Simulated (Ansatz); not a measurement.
## Electronic structure of C$_{3}$H$_{6}$O (SMILES CCC=O) in real space

```yaml
atoms:
  - { symbol: C, position_ang: [-1.2037, -0.2681, -0.8067] }
  - { symbol: C, position_ang: [0.3028, -0.4450, -0.9411] }
  - { symbol: C, position_ang: [0.7178, -1.3296, -2.0918] }
  - { symbol: O, position_ang: [-0.0447, -1.8656, -2.8557] }
  - { symbol: H, position_ang: [-1.7006, -1.2385, -0.6579] }
  - { symbol: H, position_ang: [-1.4514, 0.3830, 0.0449] }
  - { symbol: H, position_ang: [-1.6293, 0.1763, -1.7188] }
  - { symbol: H, position_ang: [0.7534, -0.8758, -0.0261] }
  - { symbol: H, position_ang: [0.8240, 0.5226, -1.0755] }
  - { symbol: H, position_ang: [1.8281, -1.4660, -2.2002] }
```

Geometry: B3LYP-D3(BJ)/def2-SVP.

Theory: isolated molecule in a Gaussian basis; Kohn-Sham density functional theory, functional PBE0 (Ansatz).

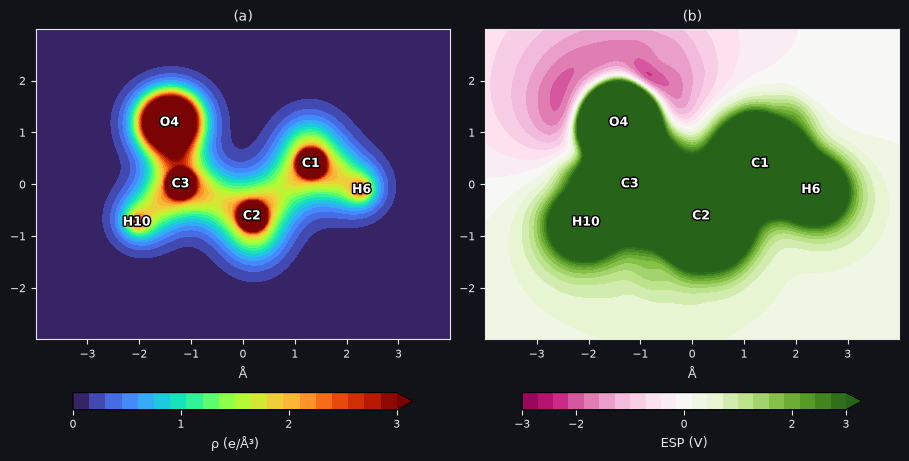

Figure 1. (a) total electron density; (b) molecular electrostatic potential on the plane of atoms C2, C3 and O4.

Interpret the plot.

The section cuts through C, O and H sites.
C–O (1.21 Å): ρ is about 3.4 e/Å³ halfway.
C–C (1.51 Å): ρ at the midpoint is about 1.8 e/Å³.
C–H (1.10 Å): ρ is about 2 e/Å³ halfway.
Outside the dense part of the molecule the potential is most negative (−2.1 V) near O4.

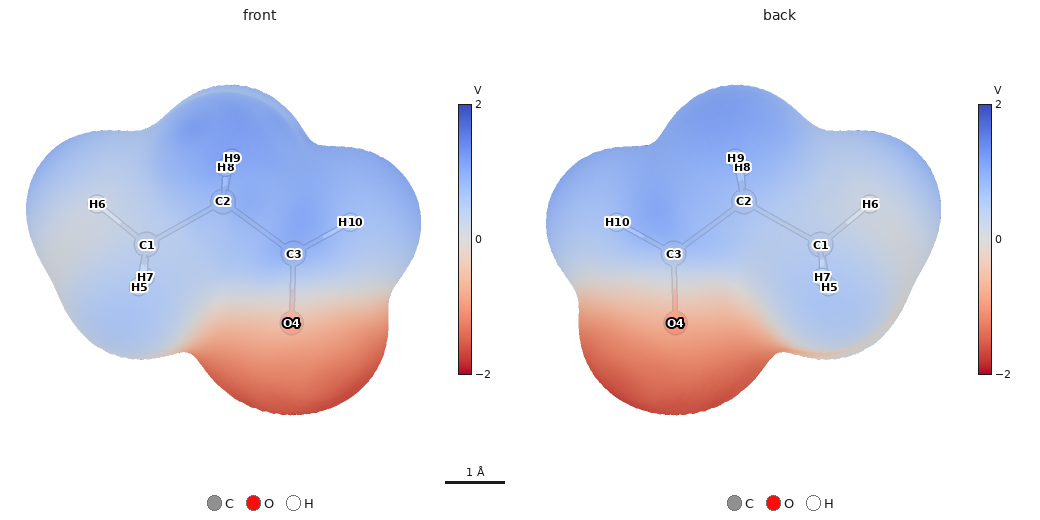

Figure 2. The molecular electrostatic potential painted on the density surface at 0.002 e/bohr³, seen from the front and from behind; the colour scale runs from red (negative) to blue (positive).

Describe the electrostatic potential map.

The most negative region (about −1.7 V) lies over O4, the most positive (about +1.1 V) over H8 and H9. O4 is the likeliest acceptor of a hydrogen bond.

How polar is the molecule by this calculation?

Its dipole moment is 2.76 D.

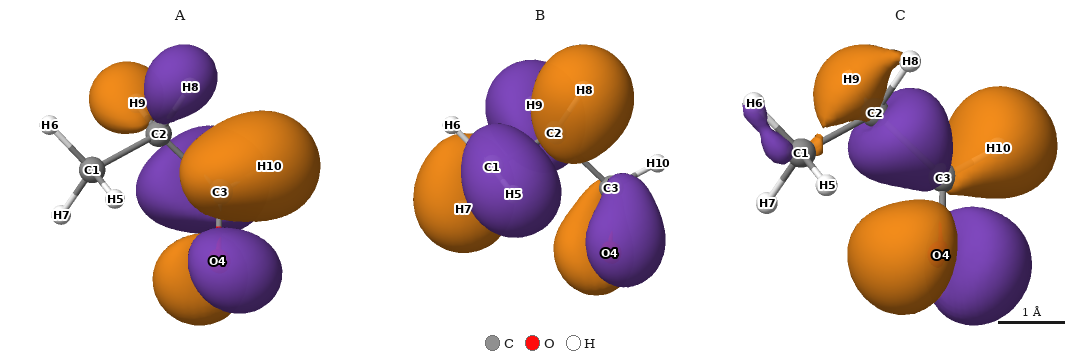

Figure 3. Three frontier orbitals at ±0.1 Å⁻³ᐟ² (orange and purple are the two phases), in no order.

Which picture is the HOMO−1, the HOMO and the LUMO?

B is the HOMO−1 (−9.91 eV). Its weight (Hirshfeld) is mainly on C2 (about 20 %), C1 (about 20 %), O4 (about 15 %), H8 (about 10 %), H9 (about 10 %), H7 (about 10 %) and H5 (about 10 %). C is the HOMO (−7.46 eV). Its weight (Hirshfeld) is mainly on O4 (about 60 %), C3 (about 15 %), C2 (about 10 %) and H10 (about 10 %). A is the LUMO (−0.70 eV). It lies mainly on C3 (about 45 %), O4 (about 30 %) and H10 (about 5 %); π-antibonding (π*) across C3–O4.

What is the HOMO–LUMO gap?

6.76 eV between the orbital energies.
